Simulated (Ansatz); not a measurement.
## Quasiparticle gap of BaTiO3 (P4mm)

Wanted: the gap of BaTiO3 (P4mm) with a many-body correction, and the time that it takes.

Main program and level: Ansatz 0.2.0; PBE, then G0W0 on it, plane waves, PAW.

The database entry behind the starting cell differs from later determinations by our own check (c/a about 0.6 % short), so it need not match the best structure at ambient conditions.

**1. Set-up**

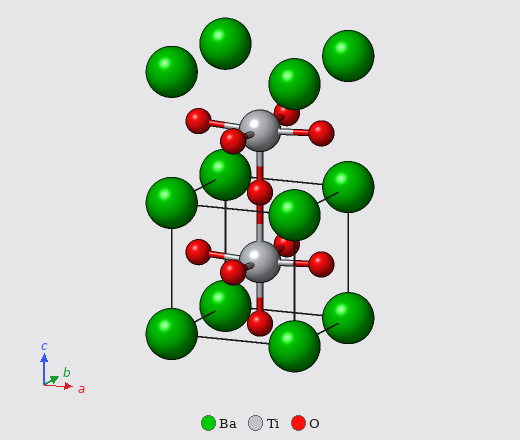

The cell as given, slightly off an axis (barium green, titanium light grey, oxygen red). 1×1×2 cells are drawn. Some periodic images of atoms are drawn too.

The cell and positions come from the Crystallography Open Database and are kept as given unless a step says otherwise. Spin-orbit coupling is left out unless a step names it. The default PAW set here is soft_2. Its files were made with PBE.

**2. Bands along the symmetry lines**

Levels along a band path and on the mesh show where this functional puts the band edges.

This step: DFT, PBE, plane waves, PAW.

input.yaml

```yaml
crystal:
  lattice:
    - [3.9998, 0.0, 0.0]
    - [0.0, 3.9998, 0.0]
    - [0.0, 0.0, 4.018]
  atoms:
    - { symbol: Ba, position: [0.0, 0.0, 0.0] }
    - { symbol: Ti, position: [0.5, 0.5, 0.49] }
    - { symbol: O, position: [0.5, 0.5, 0.019] }
    - { symbol: O, position: [0.5, 0.0, 0.517] }
    - { symbol: O, position: [0.0, 0.5, 0.517] }
kpoints:
  mp_grid: { grid: [6, 6, 6] }
  band_path:
    path:
      - [[0.0, 0.0, 0.0], [0.0, 0.5, 0.0], [0.5, 0.5, 0.0], [0.0, 0.0, 0.0], [0.0, 0.0, 0.5], [0.0, 0.5, 0.5], [0.5, 0.5, 0.5], [0.0, 0.0, 0.5]]
      - [[0.0, 0.5, 0.0], [0.0, 0.5, 0.5]]
      - [[0.5, 0.5, 0.0], [0.5, 0.5, 0.5]]
    npoints: 10
hamiltonian:
  xc: pbe
scf:
  occupations: { method: fermi_dirac, width: 0.02 }
  n_extra_bands: 5
output:
  eigenvalues: true
  write_density: true
  write_potential: true
  elf: true
  volumetric_format: npy
```

Started as:

```bash
> ansatz run input.yaml --threads 4 --pin off --max-ram 138240MiB --backend cuda --events-out ev --progress --plain --runs-dir out --devices 1 --max-vram 26GiB
```

Numbers of over 12 decimals in the logs are rounded to 6 here.

Log:

```text
scf.n_extra_bands = 5 over 20 filled bands (N_el = 40.0): the run solves 25 bands
GPUs: using 1 of 1 available (devices: 1).
Engine: ansatz 0.2.0, x86_64-unknown-linux-gnu
Pseudopotentials: kind: paw
Pseudopotential: Ba, paw, valence charge 10, recommended cutoff 420 eV (normal), Ba.paw.azcp
Pseudopotential: Ti, paw, valence charge 12, recommended cutoff 420 eV (normal), Ti.paw.azcp
Pseudopotential: O, paw, valence charge 6, recommended cutoff 420 eV (normal), O.paw.azcp
Functional definition: PBE
  parameter kappa = 0.804
  parameter beta = 0.066725
  exchange = pbe_x(kappa = kappa, mu = beta*pi^2/3)
  correlation = pbe_c(beta = beta)
device memory: the entry about to start is reckoned to put 1.7 GiB on a device that reports 55.9 GiB free (of which the cap on the GPU budget leaves the run 26.0 GiB)
GPU FFT provider: cuFFT
GPU libraries: cuBLAS 13.8.2, cuFFT 12.4.0, cuSOLVER 12.3.4
Crystal: 5 atoms, lattice volume = 64.282 Å³
Basis set: ecut = 420 eV, 1237 PW (Γ)
Bands: 25, of which v1, the nominal top of the filled ones, is band 20 counted from 1 (19 counted from 0)
Symmetry: 8 space group operations
Space group: P4mm (ITA 99), of the structure as read, at distance tolerance 4.0e-5 Å
k-points: 40 of 216 (time reversal used)
Non-local potential: Ba, projectors of the file, l = 0: 3, l = 1: 2, l = 2: 2, l = 3: 2
Non-local potential: Ti, projectors of the file, l = 0: 3, l = 1: 2, l = 2: 3, l = 3: 1
Non-local potential: O, projectors of the file, l = 0: 2, l = 1: 2, l = 2: 1
PAW form: soft (Blöchl's): semilocal exchange-correlation on the pseudo side does not see the compensation charge
PAW one-centre angular grid: Ba, 194 points (default); XC on 64 Gauss nodes
PAW one-centre angular grid: Ti, 590 points (default); XC on 64 Gauss nodes
PAW one-centre angular grid: O, 110 points (default); XC on 64 Gauss nodes
Initial density: superposition of atomic densities (neutral atoms: chi_scale 0, normalization atom), corrected by the library's trained network
Initial wavefunctions: pseudopotential atomic-orbital guess
GPU buffer pool allocated for 19683 grid points (all kernels)
GPU transforms: local potential and band sums: pruned to the plane-wave sphere, on 27×27×27
Functional: x = pbe(κ = 0.804, μ = 0.219515), c = pbe(β = 0.066725)
SCF iter   1: F=—  HF=-10159.577683 eV  |F-HF|=—  |Δ(HF+E_count)|=         —  Δρ=1.59e-3  dr2=9.89e-4  ethr=1.77e-3  ⟨swp⟩=6.4  Hψ=5021  notcnv=0
preconditioner: auto → Resta (q_TF=auto, 2.521 Å⁻¹)  ε∞=5.9  [insulator: Δε(μ)=1.818 eV  Ē_g=11.890 eV  σ=0.020 eV  W_gap=1.00  n_scr=18 (ndim 8)  ℏωp=26.2 eV  f_vac=0.000  D(μ)=0.00/eV (n_scr^D=0)  ε∞_Penn≈5.9]
SCF iter   2: F=—  HF=-10159.577945 eV  |F-HF|=—  |Δ(HF+E_count)|=   2.61e-4  Δρ=7.77e-4  dr2=2.52e-4  ethr=2.47e-6  ⟨swp⟩=2.0  Hψ=2124  notcnv=0  defer=10
SCF iter   3: F=—  HF=-10159.578164 eV  |F-HF|=—  |Δ(HF+E_count)|=   2.19e-4  Δρ=1.24e-4  dr2=1.50e-5  ethr=6.30e-7  ⟨swp⟩=2.8  Hψ=1485  notcnv=0  defer=10
SCF iter   4: F=—  HF=-10159.578205 eV  |F-HF|=—  |Δ(HF+E_count)|=   4.13e-5  Δρ=3.60e-5  dr2=9.54e-7  ethr=3.74e-8  ⟨swp⟩=2.6  Hψ=1560  notcnv=0  defer=10
iter 5 did not close the SCF: its close was put off for the readings that it lacked (scf_convergence_deferred on its scf_iter line)
SCF iter   5: F=-10159.578205 eV  HF=-10159.578205 eV  |F-HF|=7.67e-9  |Δ(HF+E_count)|=   6.35e-8  Δρ=7.79e-6  dr2=2.78e-8  ethr=2.39e-9  ⟨swp⟩=2.0  Hψ=1514  notcnv=0  defer=10
SCF iter   6: F=-10159.578205 eV  HF=-10159.578205 eV  |F-HF|=1.16e-10  |Δ(HF+E_count)|=   3.44e-9  Δρ=2.00e-6  dr2=2.31e-9  ethr=6.95e-11  ⟨swp⟩=5.2  Hψ=3870  notcnv=0
SCF 1 converged in 6 iterations: F = -10159.578205 eV  dr2 = 2.31e-9
  greatest PAW one-centre occupation: 0.999 electrons in one spin orbital (limit 2), on the Ti atom at site 1 (counted from 0), in its partial waves of l = 0
device memory: the entry about to start is reckoned to put 2.1 GiB on a device that reports 55.9 GiB free (of which the cap on the GPU budget leaves the run 26.0 GiB)
NSCF: frozen V_eff on 93 k-points, pencils in batches of 32, up to order 112
SCF converged after 6 iterations
Free energy (F): -10159.578205 eV
Harris-Foulkes:  -10159.578205 eV  (|F-HF|=1.16e-10)
Internal energy: -10159.578205 eV  (E = F + TS)
E sigma→0 (E₀):  -10159.578205 eV
Fermi energy:    11.225736 eV
--- Per-component energies (eV) ---
  E_band       = -141.293899
  E_kinetic    = 970.192610
  E_local      = -2101.869774  (includes V_loc(G=0)·N_el)
  E_nonlocal   = 203.557063
  E_hartree    = 821.006985
  E_xc         = -491.546602
  E_vxc        = -546.244045  (∫ρ·V_xc dr)
  E_paw        = -6744.547965  (= ΣΔE_a)
  E_vpaw       = -308.950450  (= ΣTr[D̂ρ^β])
  E_aug_tail   = 0.007416  (compensation charges beyond the density's cutoff)
  E_ewald      = -2816.377938
  E_smearing   = -0.000000  (= −TS)
  E_closure    = 0.000000  (closes the sum)
  Σ components = -10159.578205   (vs F -10159.578205, Δ=0.00e0)
--- Band table (eV; the first three rows and the last of 40) ---
  k-point 0: bands = [... 16 lower, 9.1492, 10.0358, 10.0502, 10.0502, 12.1378, 12.3488, 12.3488, 14.3317, ... 1 higher]
  k-point 1: bands = [... 16 lower, 8.9393, 9.4846, 9.9331, 9.9331, 12.1687, 12.7845, 12.7845, 14.3308, ... 1 higher]
  k-point 2: bands = [... 16 lower, 8.5743, 8.7124, 9.7283, 9.7283, 12.2322, 13.5422, 13.5422, 14.3312, ... 1 higher]
  k-point 39: bands = [... 16 lower, 7.9500, 10.2185, 10.2185, 10.3021, 14.5080, 14.5080, 14.5099, 16.9427, ... 1 higher]
```

Elapsed: 6.5 s, on 1 × NVIDIA H100 80GB HBM3 (shared by 3 runs) with 4 threads of AMD EPYC 7R13 (Zen 3), shared host; peak memory 0.95 GiB; 7.2 s of CPU time.

Numbers from this step:

* filled bands: 20
* gap: 1.836 eV
* valence top at: A
* conduction bottom at: Γ
* least direct gap: 2.088 eV

Over mesh and path the gap is 1.836 eV, from k = (0.500, 0.500, 0.500) to k = Γ. The least direct gap found is 2.088 eV, at k = Γ.

Electronic bands along the path, in eV, zero at the top of the highest nominally filled band:

```tsv
point	band 17	band 18	band 19	band 20	band 21	band 22	band 23	band 24
Γ	-1.15	-0.27	-0.25	-0.25	1.84	2.05	2.05	4.03
X	-1.81	-1.70	-0.90	-0.80	2.16	3.53	3.57	4.09
M	-1.73	-0.93	-0.93	-0.05	3.59	3.59	3.99	4.75
Γ	-1.15	-0.27	-0.25	-0.25	1.84	2.05	2.05	4.03
Z	-1.90	-1.89	-0.66	-0.66	1.96	3.59	3.59	4.03
R	-1.69	-0.87	-0.85	-0.13	3.56	3.61	3.97	4.87
A	-2.35	-0.08	-0.08	0.00	4.21	4.21	4.21	6.64
Z	-1.90	-1.89	-0.66	-0.66	1.96	3.59	3.59	4.03
jump to X	-1.81	-1.70	-0.90	-0.80	2.16	3.53	3.57	4.09
R	-1.69	-0.87	-0.85	-0.13	3.56	3.61	3.97	4.87
jump to M	-1.73	-0.93	-0.93	-0.05	3.59	3.59	3.99	4.75
A	-2.35	-0.08	-0.08	0.00	4.21	4.21	4.21	6.64
```

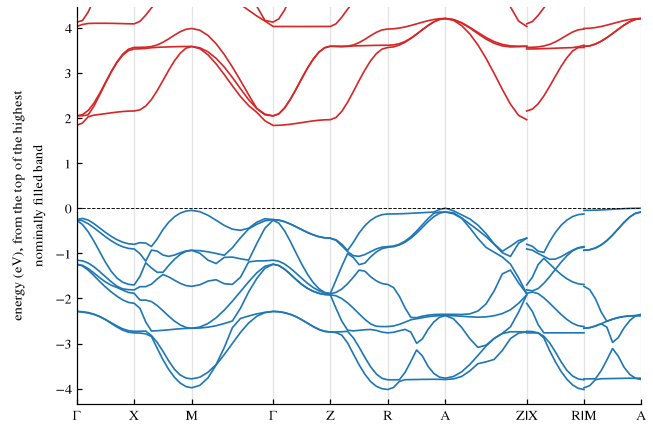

Electronic bands along the path; lines of filled and empty bands in two colours.

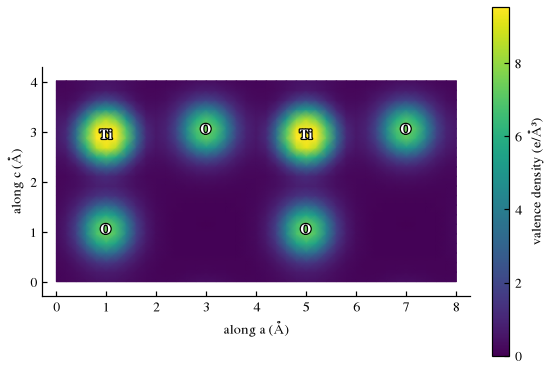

Valence density in the ac plane at fractional y = 0.500, with atoms of Ti and O within 0.2 Å of it. It is the smooth field of the valence electrons, not physical close to the nuclei. The map starts off the cell's origin, so that atoms lie inside it.

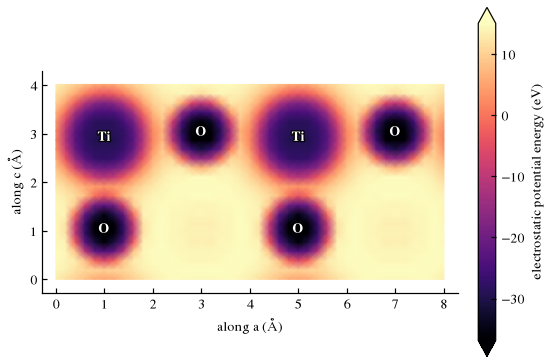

Electrostatic potential energy in the ac plane at fractional y = 0.500, with atoms of Ti and O within 0.2 Å of it. With pseudopotentials it is smooth inside the atoms' cores, unlike the true potential. The map starts off the cell's origin, so that atoms lie inside it.

**3. G0W0 on the 6×6×6 mesh**

G0W0 replaces the xc potential by a self-energy built once from the orbitals of the start. Levels are corrected in the window of bands that the input names, at points of the mesh.

This step: G0W0 on PBE, plane waves, PAW.

input.yaml

```yaml
crystal:
  lattice:
    - [3.9998, 0.0, 0.0]
    - [0.0, 3.9998, 0.0]
    - [0.0, 0.0, 4.018]
  atoms:
    - { symbol: Ba, position: [0.0, 0.0, 0.0] }
    - { symbol: Ti, position: [0.5, 0.5, 0.49] }
    - { symbol: O, position: [0.5, 0.5, 0.019] }
    - { symbol: O, position: [0.5, 0.0, 0.517] }
    - { symbol: O, position: [0.0, 0.5, 0.517] }
kpoints:
  mp_grid: { grid: [6, 6, 6] }
hamiltonian:
  xc: pbe
  pseudopotentials: { kind: paw, source: ansatz }
scf:
  occupations: { method: fixed }
gw:
  n_empty_bands: 1081
  ecut_chi: 380
  qp_bands: [v2, c2]
  qp_kpoints: band_edges
  screening: { model: contour_deformation }
```

Log:

```text
GPUs: using 1 of 1 available (devices: 1).
[...]
GPU FFT provider: cuFFT
GPU libraries: cuBLAS 13.8.2, cuFFT 12.4.0, cuSOLVER 12.3.4
Crystal: 5 atoms, lattice volume = 64.282 Å³
Basis set: ecut = 930 eV, 4115 PW (Γ)
Bands: 25, of which v1, the nominal top of the filled ones, is band 20 counted from 1 (19 counted from 0)
Symmetry: 8 space group operations
[...]
k-points: 40 of 216 (time reversal used)
[...]
GPU buffer pool allocated for 91125 grid points (all kernels)
[...]
SCF iter   1: F=—  HF=-10146.709587 eV  |F-HF|=—  |Δ(HF+E_count)|=         —  Δρ=9.37e-2  dr2=7.59e0  ethr=3.10e-3  ⟨swp⟩=4.1  Hψ=3962  notcnv=0  defer=57
[...]
SCF iter  11: F=-10144.589061 eV  HF=-10144.589061 eV  |F-HF|=1.27e-10  |Δ(HF+E_count)|=   2.08e-8  Δρ=1.10e-6  dr2=3.16e-10  ethr=2.50e-10  ⟨swp⟩=9.8  Hψ=4043  notcnv=0
SCF 1 converged in 11 iterations: F = -10144.589061 eV  dr2 = 3.16e-10
[...]
NSCF: frozen V_eff on 40 k-points, pencils in batches of 32, up to order 100
the band table was solved once the SCF had ended and its energy, with any forces and stress, was formed, with the checks that follow a solve (4626 applications of the Hamiltonian). They found nothing against the state; the energy, forces and stress were not computed again (output.eigenvalues in the input reference)
[...]
NSCF: frozen V_eff on 40 k-points
G₀W₀ screening: q 1/40
[... further progress lines ...]
SCF converged after 11 iterations
Free energy (F): -10144.589061 eV
[...]
Internal energy: -10144.589061 eV  (E = F + TS)
E sigma→0 (E₀):  -10144.589061 eV
Fermi energy:    10.325022 eV
[...]
--- Band table (eV; the first three rows and the last of 40) ---
  k-point 0: bands = [... 16 lower, 9.1709, 10.0563, 10.0710, 10.0710, 12.1551, 12.3664, 12.3664, 14.3479, ... 1 higher]
  k-point 1: bands = [... 16 lower, 8.9613, 9.5051, 9.9542, 9.9542, 12.1860, 12.8030, 12.8030, 14.3470, ... 1 higher]
  k-point 2: bands = [... 16 lower, 8.5950, 8.7327, 9.7494, 9.7494, 12.2498, 13.5621, 13.5621, 14.3474, ... 1 higher]
  k-point 39: bands = [... 16 lower, 7.9685, 10.2417, 10.2417, 10.3250, 14.5298, 14.5298, 14.5315, 16.9633, ... 1 higher]
--- G₀W₀: contour deformation, 7 samples at zero and on the imaginary axis and 2 off it, 216 q-points, 1081 empty bands' worth ---
  eigenvalues of the whole cell's RPA ε∞ on this k-mesh (on a slab, of 1 + 4πα/V) = 5.8759, 6.2627, 6.2627; static W/v taken at q = 0 is 0.163032
  bands read: the sum over 1101 bands ends inside a degenerate multiplet in 3 slots, whose members it reads at an even weight; the widest, k=0: bands 1101 to 1102 (counted from 1) at 1/2 each
  gw.qp_kpoints: band_edges: 28 of 40 stored k-points solved, in 1 pass; an edge of the gap read off the rows below is read off those points alone
    valence top: of the k-points left out ik 5 came nearest to being solved in a further pass, in band 20 (counted from 1, as in the quasiparticle table): it holds the edge there only if its correction is more favourable than any solved in that band by at least 0.502 eV; those differ by 0.054 eV
    conduction bottom: of the k-points left out ik 5 came nearest to being solved in a further pass, in band 21 (counted from 1, as in the quasiparticle table): it holds the edge there only if its correction is more favourable than any solved in that band by at least 0.483 eV; those differ by 0.054 eV
    ik  band        ε_KS         Σx   Σc(E_QP)       V_xc       Z   E_QP_lin       E_QP  E_QP is
     0    19     10.0710   -25.6242     3.7137   -21.1257  0.7163     9.2728     9.2862  root
     0    20     10.0710   -25.6242     3.7137   -21.1257  0.7163     9.2728     9.2862  root
     0    21     12.1551   -12.6263    -6.8584   -20.2359  0.7280    12.9172    12.9063  root
     0    22     12.3664   -13.1089    -6.5749   -20.4178  0.7266    13.1107    13.1004  root
     1    19      9.9542   -25.6236     3.8060   -21.0246  0.7149     9.1471     9.1612  root
     1    20      9.9542   -25.6236     3.8060   -21.0246  0.7149     9.1471     9.1612  root
     1    21     12.1860   -12.6869    -6.9074   -20.3534  0.7267    12.9565    12.9451  root
     1    22     12.8030   -13.7357    -6.6742   -21.1398  0.7155    13.5442    13.5329  root
     2    19      9.7494   -25.6430     3.9736   -20.8550  0.7131     8.9192     8.9350  root
     2    20      9.7494   -25.6430     3.9736   -20.8550  0.7131     8.9192     8.9350  root
     2    21     12.2498   -12.8175    -7.0110   -20.6041  0.7237    13.0375    13.0253  root
     2    22     13.5621   -14.4614    -7.1816   -22.3928  0.6930    14.3274    14.3120  root
     3    19      9.6587   -25.6765     4.0565   -20.7933  0.7124     8.8153     8.8320  root
     3    20      9.6587   -25.6765     4.0565   -20.7933  0.7124     8.8153     8.8320  root
     3    21     12.2826   -12.8878    -7.0659   -20.7380  0.7222    13.0794    13.0668  root
     3    22     13.9140   -14.7447    -7.5064   -23.0107  0.6807    14.6917    14.6736  root
     4    19      9.8556   -25.2925     3.5633   -20.9603  0.7157     9.0736     9.0867  root
     4    20      9.9489   -25.8060     3.8569   -21.1527  0.7155     9.1384     9.1525  root
     4    21     12.3884   -13.1535    -6.6222   -20.5152  0.7256    13.1385    13.1278  root
     4    22     12.6642   -13.5836    -6.7657   -21.0704  0.7152    13.3964    13.3853  root
     8    19      9.5487   -25.3130     3.7253   -20.7916  0.7136     8.7376     8.7526  root
     8    20      9.6477   -25.7090     3.9546   -20.9434  0.7130     8.8209     8.8366  root
     8    21     12.4457   -13.2052    -6.7843   -20.7519  0.7227    13.2198    13.2081  root
     8    22     13.4845   -14.4351    -7.1907   -22.3517  0.6916    14.2251    14.2104  root
    10    19      9.3689   -24.9007     4.3044   -19.7901  0.6982     8.5427     8.5627  root
    10    20      9.9490   -25.5127     4.2386   -20.4662  0.7055     9.1245     9.1410  root
    10    21     13.4934   -14.3500    -7.2886   -22.3795  0.6918    14.2497    14.2343  root
    10    22     13.6084   -14.5185    -7.3158   -22.5883  0.6896    14.3785    14.3623  root
    11    19      9.3357   -24.9797     4.2894   -19.8833  0.6980     8.5083     8.5287  root
    11    20     10.0208   -25.5129     4.2659   -20.4424  0.7051     9.1999     9.2162  root
    11    21     13.5262   -14.4361    -7.3396   -22.5142  0.6893    14.2803    14.2647  root
    11    22     13.9299   -14.7136    -7.5895   -23.0667  0.6796    14.7120    14.6936  root
    12    19      9.4197   -25.4079     3.8499   -20.7406  0.7129     8.5859     8.6022  root
    12    20      9.5227   -25.7558     4.0528   -20.8756  0.7121     8.6784     8.6953  root
    12    21     12.4759   -13.2508    -6.8599   -20.8838  0.7211    13.2612    13.2490  root
    12    22     13.8533   -14.7162    -7.5071   -22.9552  0.6790    14.6025    14.5851  root
    14    19      9.2951   -24.9786     4.2908   -19.8745  0.6989     8.4614     8.4818  root
    14    20     10.0259   -25.5195     4.2592   -20.4581  0.7052     9.2075     9.2237  root
    14    21     13.5958   -14.4404    -7.3322   -22.5350  0.6909    14.3745    14.3582  root
    14    22     13.8782   -14.7139    -7.5969   -23.0471  0.6775    14.6323    14.6145  root
[...]
37    19      9.5365   -25.1496     4.2677   -20.0569  0.7034     8.6927     8.7116  root
    37    20     10.2887   -25.7664     4.3023   -20.6821  0.7043     9.4918     9.5067  root
    37    21     14.0489   -14.7418    -7.6693   -23.1632  0.6761    14.8197    14.8010  root
    37    22     14.0489   -14.7418    -7.6693   -23.1632  0.6761    14.8197    14.8010  root
    38    19      9.9645   -25.4194     4.2802   -20.3409  0.7047     9.1499     9.1662  root
    38    20     10.3128   -25.8231     4.2962   -20.7503  0.7045     9.5217     9.5362  root
    38    21     14.3529   -14.7025    -7.9595   -23.4130  0.6670    15.1246    15.1038  root
    38    22     14.3529   -14.7025    -7.9595   -23.4130  0.6670    15.1246    15.1038  root
    39    19     10.2417   -25.8209     4.2695   -20.7632  0.7063     9.4388     9.4535  root
    39    20     10.3250   -25.8519     4.2930   -20.7851  0.7047     9.5368     9.5512  root
    39    21     14.5298   -14.7147    -8.1842   -23.6522  0.6599    15.3055    15.2831  root
    39    22     14.5298   -14.7147    -8.1842   -23.6522  0.6599    15.3055    15.2831  root
```

Run time: 10 min. Hardware: 1 × NVIDIA H100 80GB HBM3 (shared by 3 runs) with 4 threads; peak memory 12 GiB.

This step gave:

| Property | Result |
| --- | --- |
| bands summed | 1101 |
| RPA ε∞ on this mesh (eigenvalues) | 5.876, 6.263, 6.263 |
| plane waves in the screening matrix | 1045 |
| q-points in the mesh | 216 |
| G0W0 gap over the corrected points | 3.355 eV |
| k of the valence top | -0.5, -0.5, -0.5 |
| k of the conduction bottom | 0, 0, 0 |
| starting gap on the mesh | 1.830 eV |
| Z at the valence top | 0.7047 |
| Z at the conduction bottom | 0.7280 |
| least direct G0W0 gap over the corrected points | 3.620 eV |

Over 28 of 40 irreducible mesh points the G0W0 gap is 3.355 eV, from k = (-0.500, -0.500, -0.500) to k = Γ. The PBE gap of this run on the mesh is 1.830 eV. The two states that bound the G0W0 gap lie that far apart at the start, so the correction of the gap is 3.355 − 1.830 = +1.525 eV. The start of this run differs from the step before in files (soft_2 PAW and hard PAW) and plane-wave cutoff (420 eV and 930 eV).

Labels follow the order of the start: v1 is the top filled band, c1 the lowest empty one; levels that stay degenerate share a row, the window can cut a multiplet, doubted levels are not marked in this list, bands outside the window were not corrected, and the list may be a part of the corrected levels. Levels before and after the correction, in eV, zero at the valence-band top of each column:

```tsv
	conduction bottom	valence top
Kohn-Sham	1.83	0.00
G0W0	3.36	0.00
```

```tsv
	level	occupation	energy (eV)
Kohn-Sham	Γ v2-v1	2	-0.254
Kohn-Sham	Γ c1	0	1.830
Kohn-Sham	Γ c2	0	2.041
Kohn-Sham	(-0.5 -0.5 -0.5) v2	2	-0.083
Kohn-Sham	(-0.5 -0.5 -0.5) v1	2	0.000
Kohn-Sham	(-0.5 -0.5 -0.5) c1-c2	0	4.205
G0W0	Γ v2-v1	2	-0.265
G0W0	Γ c1	0	3.355
G0W0	Γ c2	0	3.549
G0W0	(-0.5 -0.5 -0.5) v2	2	-0.098
G0W0	(-0.5 -0.5 -0.5) v1	2	0.000
G0W0	(-0.5 -0.5 -0.5) c1-c2	0	5.732
```

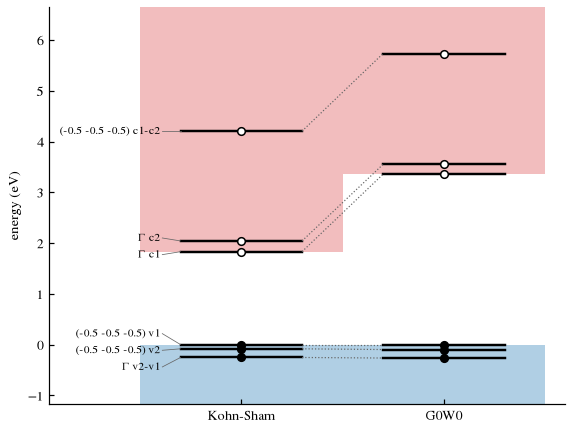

Levels before and after the correction. Shaded: valence and conduction bands. Filled marks are occupied levels, open marks empty ones.

The parts of the quasiparticle energy for the two states that bound the G0W0 gap, in eV on the run's own scale (QP = start + Σx + Σc − Vxc, with Σc at the quasiparticle energy):

```tsv
edge	k	band	start	Σx	Σc	Vxc	Z	QP
valence top	(-0.500, -0.500, -0.500)	20	10.325	−25.852	4.293	−20.785	0.705	9.551
conduction bottom	Γ	21	12.155	−12.626	−6.858	−20.236	0.728	12.906
```

[end of part 1 of 2]

[Paths, hosts, dates, memory and timing lines, banners, echoed tables and standing remarks are left out of the program output.]

[Logs are printed without paths, hosts, clocks, repeated set-up lines and the standing remarks that a program may print on its own settings, such as how far it seeks lower states.]

[Runs of the session that timed out or met a known fault of the program may be left out.]

[Cells called generated may have been cut or substituted from an entry of the Crystallography Open Database or the Materials Project.]

[Hosts, paths, dates, database ids (printed as entryN), source tags and the programs' standing remarks are cut or masked in the printed files.]

[Where an RPA ε∞ is given, it is that of the G0W0 mesh and is not shown converged in it. Names of k-points follow the symmetry that the program found, which can be lower than the space group named. Band edges on a path are those of the sampled points; other points can move an edge, and change direct to indirect where valleys lie close.]

[Hybrid gaps are those of their k-mesh and are not shown converged in it.]
